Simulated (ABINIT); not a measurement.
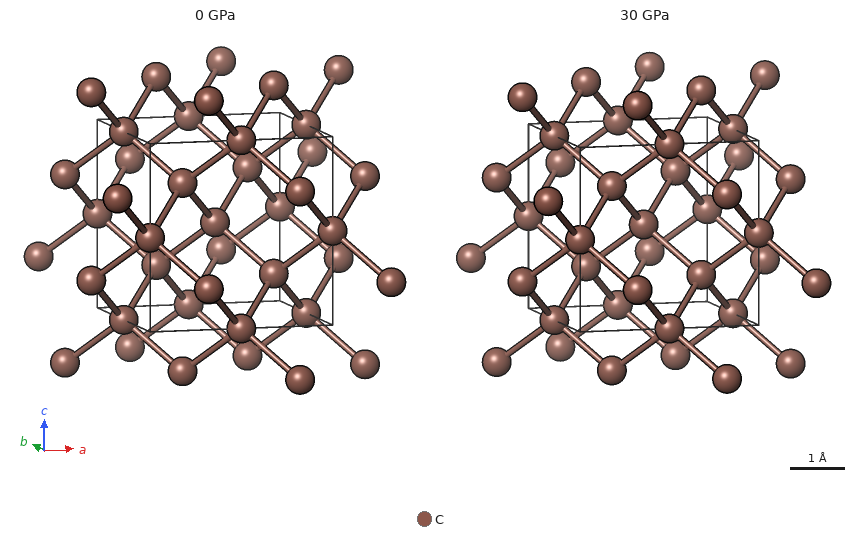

Solid C (set up in Fd-3m), relaxed (cell and atoms) at several target pressures. The picture shows the first and the last member. A ball-and-stick model of the conventional cell (4 times the calculation's cell), seen slightly off an axis. Lengths and directions refer to the drawn axes.

Computed with ABINIT 10.8.3: PBE, JTH PAW PBE v2.0. (plane-wave cutoff 517 eV; k-point mesh 13 × 13 × 13; occupations fermi-dirac; smearing width 0.05 eV; no spin polarisation)

```csv
pressure (GPa),volume (Å³/atom),a (Å)
0,5.686,3.570
5,?,?
10,5.562,3.544
20,5.449,3.519
30,5.346,3.497
```

Question: One row is withheld. What does the calculation give there?

Answer: Murnaghan's form V = V₀(1 + B′P/B₀)^(−1/B′), with V₀ = 5.686 Å³ from the row at zero pressure, fits the other rows with B₀ = 436 GPa and B′ = 3.50 (largest miss 0.000 Å³). At 5 GPa it gives 5.686 × (1 + 3.50 × 5/436)^(−1/3.50) = 5.622 Å³ per atom. The calculation gives 5.623 Å³/atom (a = 3.557 Å). The estimate is 0.001 Å³/atom too low. From the first member to the last: C–C 1.546 → 1.514 Å.

The whole series:

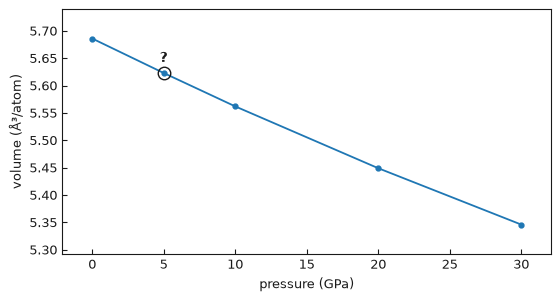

Each member starts from this one structure; whether another phase lies lower wasn't checked.
